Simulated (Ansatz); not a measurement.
## Run report: Nb16H, geometry relaxation (part 2 of 2)

Continued. System: Nb16H (defect cell, 17 atoms in the cell). Method: DFT PBEsol, scalar-relativistic, plane waves, PAW, no spin polarisation (Ansatz 0.2.0); cutoff 420 eV, 3×3×3 k-mesh, Gaussian smearing of 0.1 eV. It belongs to a series of runs on one base structure; here: end point A relaxed.

Geometry of the input (Å; fractional positions):
```
6.6000  0.0000  0.0000
0.0000  6.6000  0.0000
0.0000  0.0000  6.6000
Nb 0.0000  0.0000  0.0000
Nb 0.5000  0.0000  0.0000
Nb 0.0000  0.5000  0.0000
Nb 0.0000  0.0000  0.5000
Nb 0.2500  0.2500  0.2500
Nb 0.5000  0.5000  0.0000
Nb 0.5000  0.0000  0.5000
Nb 0.7500  0.2500  0.2500
Nb 0.0000  0.5000  0.5000
Nb 0.2500  0.7500  0.2500
Nb 0.2500  0.2500  0.7500
Nb 0.5000  0.5000  0.5000
Nb 0.7500  0.7500  0.2500
Nb 0.7500  0.2500  0.7500
Nb 0.2500  0.7500  0.7500
Nb 0.7500  0.7500  0.7500
H  0.7454  0.1212  0.5042
```

## Output, continued
```
  k-point 0: bands = ["-36.4726", "-36.2813", "-36.2660", "-36.2658", "-36.2468", "-36.2364", "-36.2362", "-36.2183", "-36.2183", "-36.2125", "-36.2125", "-36.1925", "-36.1904", "-36.1650", "-36.1650", "-36.0309", "-13.2623", "-13.1831", "-13.1782", "-13.1782", "-13.1722", "-13.1713", "-12.7485", "-12.7485", "-12.7475", "-12.6383", "-12.5565", "-12.5504", "-12.5503", "-12.5482", "-12.5329", "-12.5094", "-12.5055", "-12.4962", "-12.4962", "-12.4935", "-12.4868", "-12.3355", "-12.3354", "-12.2856", "-12.2828", "-12.2679", "-12.2678", "-12.2609", "-12.2609", "-12.2375", "-12.2362", "-12.2362", "-12.2338", "-12.2231", "-12.2230", "-12.2174", "-12.2096", "-12.2088", "-12.2088", "-11.8222", "-11.8092", "-11.8020", "-11.7996", "-11.7996", "-11.7952", "-11.7912", "-11.7903", "-11.7903", "10.5506", "12.3240", "13.9186", "13.9782", "13.9783", "14.0078", "14.0091", "14.0179", "14.0179", "14.5477", "15.2056", "15.2424", "15.2425", "15.2553", "15.2606", "15.8996", "16.0257", "16.0257", "16.0558", "16.0894", "16.0968", "16.2679", "16.4997", "16.5802", "16.6175", "16.6225", "16.6227", "16.6409", "16.6574", "16.6575", "16.6639", "16.6804", "16.7143", "18.0900", "18.0901", "18.1018", "18.3978", "18.6078", "18.6388", "18.6388", "18.6633", "18.6634", "18.6888", "18.7303", "18.7303", "18.7439", "18.7482", "18.7482", "19.4891", "19.9925", "20.0304", "20.0305", "20.0488", "20.0582", "20.1141", "20.2565", "20.2567", "20.2840", "20.3171", "20.4457", "20.9700", "21.0168"]
  k-point 1: bands = ["-36.4406", "-36.3553", "-36.2673", "-36.2643", "-36.2489", "-36.2396", "-36.2314", "-36.2209", "-36.2168", "-36.2141", "-36.2016", "-36.1875", "-36.1792", "-36.1665", "-36.1235", "-36.0532", "-13.1553", "-13.0882", "-13.0834", "-13.0671", "-13.0622", "-13.0604", "-12.8771", "-12.8415", "-12.8174", "-12.7923", "-12.7802", "-12.7802", "-12.7507", "-12.7143", "-12.6834", "-12.6781", "-12.5104", "-12.5066", "-12.4545", "-12.4281", "-12.3278", "-12.3176", "-12.2919", "-12.2616", "-12.2599", "-12.2525", "-12.2423", "-12.2347", "-12.2339", "-12.2274", "-12.2141", "-12.1660", "-12.1418", "-12.0873", "-12.0622", "-12.0603", "-12.0564", "-12.0249", "-12.0236", "-11.9229", "-11.8977", "-11.8899", "-11.8807", "-11.8701", "-11.8641", "-11.8613", "-11.8490", "-11.8477", "10.7622", "12.7075", "13.8990", "14.2824", "14.2986", "14.3038", "14.3320", "14.3571", "14.5070", "14.5741", "14.7683", "15.0147", "15.0168", "15.0372", "15.1874", "15.2893", "15.6482", "15.8690", "15.9761", "16.0436", "16.0583", "16.1434", "16.3166", "16.4194", "16.4724", "16.4943", "16.5329", "16.8273", "16.8590", "16.8610", "17.3922", "17.5074", "17.5843", "17.6047", "17.6412", "17.7060", "17.9930", "18.0276", "18.0370", "18.1449", "18.2235", "18.3541", "18.4069", "18.4652", "18.4995", "18.5001", "19.0283", "19.0660", "19.1646", "19.4123", "19.4516", "19.4884", "19.4951", "19.9052", "19.9481", "20.1875", "20.5398", "20.5550", "20.5797", "20.5965", "21.2008", "21.2174"]
  k-point 2: bands = ["-36.4408", "-36.3544", "-36.2642", "-36.2641", "-36.2607", "-36.2406", "-36.2201", "-36.2201", "-36.2108", "-36.2108", "-36.2102", "-36.1993", "-36.1668", "-36.1667", "-36.1285", "-36.0524", "-13.1641", "-13.0822", "-13.0739", "-13.0697", "-13.0660", "-13.0660", "-12.8910", "-12.8349", "-12.8022", "-12.7897", "-12.7852", "-12.7852", "-12.7541", "-12.7029", "-12.6832", "-12.6832", "-12.5143", "-12.5143", "-12.4343", "-12.4343", "-12.3092", "-12.3092", "-12.2830", "-12.2830", "-12.2826", "-12.2488", "-12.2426", "-12.2258", "-12.2258", "-12.2255", "-12.2142", "-12.1863", "-12.1352", "-12.0826", "-12.0618", "-12.0613", "-12.0613", "-12.0240", "-12.0240", "-11.9247", "-11.9019", "-11.8861", "-11.8753", "-11.8700", "-11.8650", "-11.8650", "-11.8477", "-11.8477", "10.6969", "12.6839", "13.8766", "14.2712", "14.3211", "14.3318", "14.3318", "14.4502", "14.5376", "14.5377", "14.6419", "15.0233", "15.0405", "15.0405", "15.1777", "15.3402", "15.8190", "15.8383", "15.8383", "16.0489", "16.1211", "16.1633", "16.4326", "16.4326", "16.4474", "16.5033", "16.7993", "16.8140", "16.8345", "16.8345", "17.3676", "17.5385", "17.5388", "17.5388", "17.6253", "17.7184", "18.0097", "18.0097", "18.1453", "18.1454", "18.1658", "18.3663", "18.3762", "18.4762", "18.4762", "18.5018", "18.8588", "19.0792", "19.1888", "19.3359", "19.4722", "19.4857", "19.4857", "19.9376", "19.9376", "20.1036", "20.4522", "20.5686", "20.5751", "20.5751", "21.2331", "21.2331"]
  k-point 13: bands = ["-36.3878", "-36.3323", "-36.3171", "-36.3129", "-36.2792", "-36.2699", "-36.2657", "-36.2290", "-36.2088", "-36.1772", "-36.1720", "-36.1681", "-36.1433", "-36.1328", "-36.1302", "-36.0847", "-13.0404", "-12.9918", "-12.9837", "-12.9478", "-12.9061", "-12.8976", "-12.8899", "-12.8776", "-12.8647", "-12.8544", "-12.7925", "-12.7850", "-12.7695", "-12.7644", "-12.6591", "-12.6290", "-12.6261", "-12.6013", "-12.5848", "-12.5817", "-12.5458", "-12.5217", "-12.5159", "-12.3442", "-12.3381", "-12.1971", "-12.1622", "-12.1499", "-12.1391", "-12.1325", "-12.1297", "-12.1161", "-12.1094", "-12.0675", "-12.0584", "-12.0531", "-11.9987", "-11.9830", "-11.9733", "-11.9581", "-11.8926", "-11.8844", "-11.8835", "-11.8765", "-11.8727", "-11.8683", "-11.8591", "-11.8534", "10.9868", "13.4876", "14.3491", "14.3594", "14.5122", "14.7291", "14.7481", "14.9335", "15.0798", "15.1653", "15.2100", "15.2267", "15.4051", "15.5652", "15.6457", "15.6956", "15.7317", "15.8004", "15.8097", "16.0247", "16.1955", "16.2326", "16.3380", "16.3567", "16.3689", "16.5168", "16.6190", "16.6288", "16.7146", "16.7981", "16.8503", "16.8779", "16.9338", "17.0271", "17.0558", "17.1102", "17.1406", "17.2022", "17.2109", "17.2567", "17.2785", "17.3396", "17.3949", "17.4184", "17.4573", "17.4745", "17.5447", "18.5087", "19.9946", "20.0476", "20.1448", "20.1707", "20.3624", "20.4084", "20.4434", "20.4703", "20.4820", "20.5098", "20.7666", "20.7976", "20.9098", "20.9543"]
--- Relaxed structure (5 steps of the walk, 4 accepted, 0 SCFs on fresh bases) ---
  F+E_penalty+E_count = -71943.66753980 eV   max|allowed force component| = 7.213e-3 eV/Å
  atoms:
    - { symbol: Nb, position: [-0.00034813326679927775, 0.001532383058583031, 0.00024155106476970173] }
    - { symbol: Nb, position: [0.49981327663449215, 0.0015274347455034106, 0.0002436753392083306] }
    - { symbol: Nb, position: [-0.0004491415639961213, 0.5021905447976384, 0.00024476430376523694] }
    - { symbol: Nb, position: [0.006175028581993413, -0.005876981183902475, 0.5002422254998572] }
    - { symbol: Nb, position: [0.2497338729372389, 0.24802098175093756, 0.25033802122794213] }
    - { symbol: Nb, position: [0.49993300416874836, 0.5021856761707583, 0.0002460529621383496] }
    - { symbol: Nb, position: [0.4932534087886525, -0.00589551341032851, 0.5002411289260487] }
    - { symbol: Nb, position: [0.7497347326066203, 0.25544036535583436, 0.24378275065647725] }
    - { symbol: Nb, position: [0.0007113358958206526, 0.4997331657097242, 0.500246881526728] }
    - { symbol: Nb, position: [0.24972817734366007, 0.7473791784138241, 0.25046112452938896] }
    - { symbol: Nb, position: [0.2497326264835226, 0.24802339165135176, 0.7501469787651673] }
    - { symbol: Nb, position: [0.49875825631299764, 0.4997296909346254, 0.5002469685772944] }
    - { symbol: Nb, position: [0.7497338401965644, 0.749812061646144, 0.24924736929122746] }
    - { symbol: Nb, position: [0.7497351276868282, 0.2554543899951267, 0.7567343992569876] }
    - { symbol: Nb, position: [0.24972698434141985, 0.7473853181688026, 0.7500123018514402] }
    - { symbol: Nb, position: [0.7497332294829656, 0.7498151987444661, 0.751240300326262] }
    - { symbol: H, position: [0.7496762733692705, 0.12473981345091067, 0.5002745058952967] }
```

## Trajectory as extended XYZ (Å, eV, eV/Å), 5 frames, from step=1 to step=5
```
17
Lattice="6.6000 0.0000 0.0000 0.0000 6.6000 0.0000 0.0000 0.0000 6.6000" Properties=species:S:1:pos:R:3:forces:R:3 step=1 energy=-71943.53658
Nb    0.0000    0.0000    0.0000    0.0118   0.0242   0.0011
Nb    3.3000    0.0000    0.0000   -0.0123   0.0220   0.0013
Nb    0.0000    3.3000    0.0000   -0.0449   0.0628   0.0071
Nb    0.0000    0.0000    3.3000    0.8429  -0.4892  -0.0097
Nb    1.6500    1.6500    1.6500   -0.0011  -0.0270  -0.0087
Nb    3.3000    3.3000    0.0000    0.0523   0.0570   0.0067
Nb    3.3000    0.0000    3.3000   -1.1678  -0.6654  -0.0145
Nb    4.9500    1.6500    1.6500    0.0080   0.4532  -0.7386
Nb    0.0000    3.3000    3.3000    0.0980   0.1130  -0.0031
Nb    1.6500    4.9500    1.6500   -0.0080  -0.0603   0.0357
Nb    1.6500    1.6500    4.9500   -0.0014  -0.0250   0.0089
Nb    3.3000    3.3000    3.3000   -0.1053   0.1250  -0.0032
Nb    4.9500    4.9500    1.6500    0.0036  -0.1219  -0.1031
Nb    4.9500    1.6500    4.9500    0.0118   0.5973   0.9905
Nb    1.6500    4.9500    4.9500   -0.0077  -0.0553  -0.0424
Nb    4.9500    4.9500    4.9500    0.0038  -0.1330   0.1100
H     4.9195    0.7999    3.3277    0.3164   0.1226  -0.2380
17
Lattice="6.6000 0.0000 0.0000 0.0000 6.6000 0.0000 0.0000 0.0000 6.6000" Properties=species:S:1:pos:R:3:forces:R:3 step=2 energy=-71943.42542 accepted=F
Nb    0.0078    0.0004    0.0002   -0.1900   0.2001  -0.0048
Nb    3.2904   -0.0023    0.0003    0.1946   0.2120  -0.0058
Nb    0.0141    3.3330    0.0046   -0.2504  -0.2606  -0.0307
Nb    0.1034   -0.0726    3.2994   -1.0738   0.5518   0.0175
Nb    1.6498    1.6489    1.6406    0.0048  -0.2066   0.1964
Nb    3.2867    3.3331    0.0044    0.2358  -0.2527  -0.0294
Nb    3.1924   -0.0790    3.2990    1.0253   0.5728   0.0199
Nb    4.9503    1.7223    1.5529   -0.0159  -0.5803   1.0287
Nb    0.0257    3.3250    3.2990   -0.2984  -0.4221   0.0281
Nb    1.6450    4.9146    1.6307    0.0346   0.2679   0.2982
Nb    1.6498    1.6512    4.9609    0.0053  -0.2138  -0.2000
Nb    3.2702    3.3306    3.2989    0.3152  -0.4808   0.0273
Nb    4.9513    4.9221    1.6251   -0.0306   0.4432   0.2902
Nb    4.9505    1.7289    5.0519   -0.0178  -0.6101  -0.9985
Nb    1.6451    4.9147    4.9685    0.0331   0.2605  -0.2871
Nb    4.9513    4.9171    4.9786   -0.0296   0.4964  -0.3055
H     4.9359    0.8119    3.3127    0.0577   0.0225  -0.0444
17
Lattice="6.6000 0.0000 0.0000 0.0000 6.6000 0.0000 0.0000 0.0000 6.6000" Properties=species:S:1:pos:R:3:forces:R:3 step=3 energy=-71943.66159
Nb    0.0015    0.0038    0.0012   -0.0162   0.0403  -0.0065
Nb    3.2971    0.0049    0.0012    0.0164   0.0237  -0.0067
Nb   -0.0063    3.3137    0.0008    0.0515   0.0042   0.0051
Nb    0.0418   -0.0272    3.2994   -0.0072  -0.0825   0.0093
Nb    1.6487    1.6444    1.6498    0.0073  -0.0366   0.0030
Nb    3.3059    3.3113    0.0007   -0.0546   0.0221   0.0054
Nb    3.2556   -0.0275    3.2994   -0.1213  -0.1511   0.0087
Nb    4.9506    1.6762    1.6084   -0.0097   0.0602   0.0431
Nb    0.0010    3.2993    3.3016    0.0444   0.0205  -0.0061
Nb    1.6492    4.9354    1.6571   -0.0056  -0.0091  -0.0649
Nb    1.6486    1.6435    4.9515    0.0077  -0.0225  -0.0031
Nb    3.2968    3.2981    3.3015   -0.0432   0.0318  -0.0059
Nb    4.9483    4.9488    1.6471    0.0069  -0.0169  -0.0273
Nb    4.9506    1.6767    4.9944   -0.0093   0.1122   0.0537
Nb    1.6493    4.9374    4.9432   -0.0057  -0.0243   0.0673
Nb    4.9484    4.9499    4.9549    0.0065  -0.0260   0.0261
H     4.9323    0.8111    3.3154    0.1322   0.0541  -0.1012
17
Lattice="6.6000 0.0000 0.0000 0.0000 6.6000 0.0000 0.0000 0.0000 6.6000" Properties=species:S:1:pos:R:3:forces:R:3 step=4 energy=-71943.66754
Nb   -0.0023    0.0101    0.0016    0.0044   0.0039   0.0002
Nb    3.2988    0.0101    0.0016   -0.0046   0.0038   0.0000
Nb   -0.0030    3.3145    0.0016    0.0031   0.0010   0.0002
Nb    0.0408   -0.0388    3.3016   -0.0005  -0.0072   0.0000
Nb    1.6482    1.6369    1.6522   -0.0001  -0.0035  -0.0052
Nb    3.2996    3.3144    0.0016   -0.0034   0.0011   0.0001
Nb    3.2555   -0.0389    3.3016    0.0003  -0.0072   0.0002
Nb    4.9482    1.6859    1.6090   -0.0001   0.0063   0.0022
Nb    0.0047    3.2982    3.3016    0.0004  -0.0022  -0.0001
Nb    1.6482    4.9327    1.6530    0.0001  -0.0018  -0.0055
Nb    1.6482    1.6370    4.9510    0.0000  -0.0034   0.0055
Nb    3.2918    3.2982    3.3016   -0.0008  -0.0021  -0.0001
Nb    4.9482    4.9488    1.6450   -0.0002   0.0029   0.0008
Nb    4.9483    1.6860    4.9944   -0.0002   0.0059  -0.0027
Nb    1.6482    4.9327    4.9501    0.0002  -0.0020   0.0057
Nb    4.9482    4.9488    4.9582   -0.0002   0.0029  -0.0007
H     4.9479    0.8233    3.3018    0.0016   0.0015  -0.0006
17
Lattice="6.6000 0.0000 0.0000 0.0000 6.6000 0.0000 0.0000 0.0000 6.6000" Properties=species:S:1:pos:R:3:forces:R:3 step=5 energy=-71943.66754
Nb   -0.0023    0.0101    0.0016    0.0044   0.0039   0.0002
Nb    3.2988    0.0101    0.0016   -0.0046   0.0038   0.0000
Nb   -0.0030    3.3145    0.0016    0.0031   0.0010   0.0002
Nb    0.0408   -0.0388    3.3016   -0.0005  -0.0072   0.0000
Nb    1.6482    1.6369    1.6522   -0.0001  -0.0035  -0.0052
Nb    3.2996    3.3144    0.0016   -0.0034   0.0011   0.0001
Nb    3.2555   -0.0389    3.3016    0.0003  -0.0072   0.0002
Nb    4.9482    1.6859    1.6090   -0.0001   0.0063   0.0022
Nb    0.0047    3.2982    3.3016    0.0004  -0.0022  -0.0001
Nb    1.6482    4.9327    1.6530    0.0001  -0.0018  -0.0055
Nb    1.6482    1.6370    4.9510    0.0000  -0.0034   0.0055
Nb    3.2918    3.2982    3.3016   -0.0008  -0.0021  -0.0001
Nb    4.9482    4.9488    1.6450   -0.0002   0.0029   0.0008
Nb    4.9483    1.6860    4.9944   -0.0002   0.0059  -0.0027
Nb    1.6482    4.9327    4.9501    0.0002  -0.0020   0.0057
Nb    4.9482    4.9488    4.9582   -0.0002   0.0029  -0.0007
H     4.9479    0.8233    3.3018    0.0016   0.0015  -0.0006
```

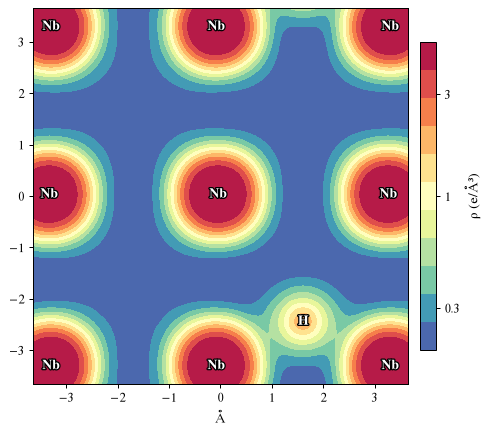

**Figure 1.** Valence charge density (pseudo) on the (001) plane of the calculation cell. Atoms in the plane: Nb and H. Nb–H (1.90 Å): ρ is about 0.8 e/Å³ halfway, with its minimum of 0.47 e/Å³ about 1.2 Å from Nb. Away from the nuclei the density in this plane falls to 0.19 e/Å³ at its lowest. Core electrons are frozen (PAW), so the fields are smoothed inside the atomic spheres.

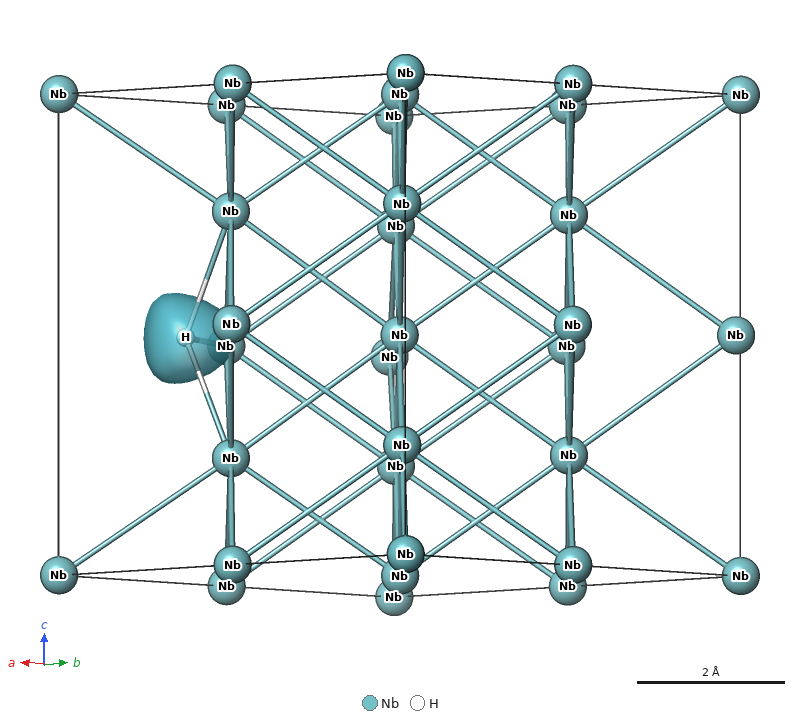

**Figure 2.** Isosurface of the electron localisation function at 0.6 (cyan), seen at an oblique angle. Core shells and regions of very low density are left out. Sticks mark near contacts. The outline is the calculation cell. The ELF exceeds this value in one joined region spread over several atoms (H, Nb), counted in one cell of 17 atoms. Profiles from the grid: Nb–H (1.90 Å): the ELF climbs to about 1 towards the hydrogen, as it does in any bond to H. Nb–Nb (2.82 Å): the ELF is about 0.25 at the midpoint (no localised pair between them).
